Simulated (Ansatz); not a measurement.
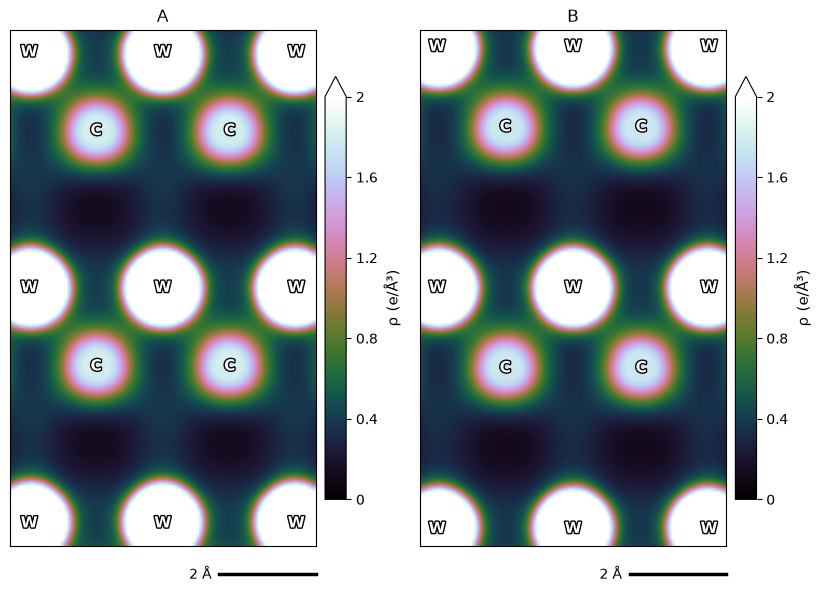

WC. The valence charge density (pseudo) of two cells that differ in size, on the (110) plane of each (indices in the axes of the calculation cell), at one length scale and on one colour scale; one has 9.6 and the other 10.2 Å³ an atom.

Computed with DFT PBE, scalar-relativistic, plane waves, PAW in Ansatz.

**Which is the denser cell? Describe the effect of the change.**

Panel A is the smaller cell, by 6 % in volume. From the larger cell to the smaller, W–W goes from 2.82 to 2.77 Å, and the density at its midpoint from 0.38 to 0.4 e/Å³; W–C goes from 2.19 to 2.14 Å, and the density at its midpoint from 0.68 to 0.74 e/Å³; the pressure goes from 12 to 44 GPa.
